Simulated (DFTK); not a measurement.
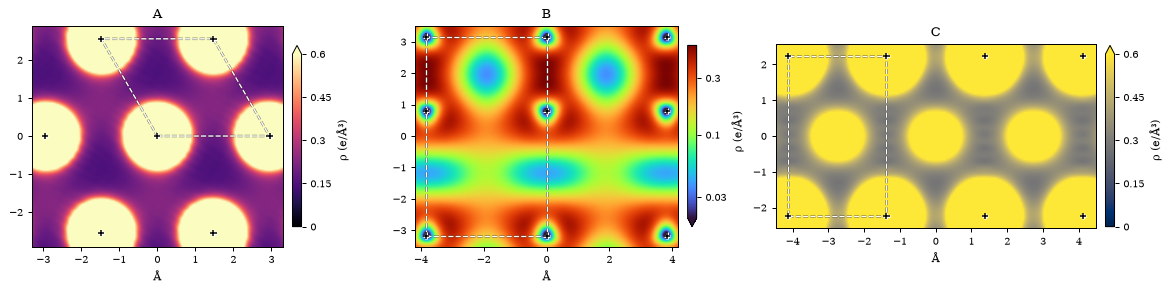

The valence pseudo-density of 3 systems, each on a plane through atoms (crosses mark nuclei in the plane).

Method: Kohn-Sham DFT of a periodic cell, PBE, dojo.nc.sr.PBE.v0_4_1.standard.upf (DFTK).

System 1: Si, the (010) plane of the conventional cell. Space group P6₃/mmc; a structure from a database of computed crystals, not necessarily the ambient phase.

System 2: Ti, the (001) plane of the conventional cell. Space group P6₃/mmc.

```
CELL_PARAMETERS angstrom
2.95000 0.00000 0.00000
-1.47500 2.55477 0.00000
0.00000 0.00000 4.68000
ATOMIC_POSITIONS crystal
Ti 0.66667 0.33333 0.75000
Ti 0.33333 0.66667 0.25000
```

System 3: Ir, the (100) plane of the conventional cell. Space group P6₃/mmc; a structure from a database of computed crystals, not necessarily the ambient phase.

```cif
data_structure
_symmetry_space_group_name_H-M 'P 1'
_symmetry_Int_Tables_number 1
_cell_length_a 2.7514
_cell_length_b 2.7514
_cell_length_c 4.4623
_cell_angle_alpha 90.000
_cell_angle_beta 90.000
_cell_angle_gamma 120.000
_cell_volume 29.25
loop_
_atom_site_label
_atom_site_type_symbol
_atom_site_fract_x
_atom_site_fract_y
_atom_site_fract_z
_atom_site_occupancy
Ir1 Ir 0.33333 0.66667 0.25000 1
Ir2 Ir 0.66667 0.33333 0.75000 1
```

Q: Which map belongs to which system?

A: Panel A is system 2, Ti: the plane holds Ti. Ti–Ti (2.95 Å): ρ is about 0.18 e/Å³ halfway. Panel B is system 1, Si: the plane holds Si. Si–Si (2.37 Å): ρ at the midpoint is about 0.56 e/Å³. Panel C is system 3, Ir: the plane holds Ir. Ir–Ir (2.75 Å): ρ at the midpoint is about 0.43 e/Å³.
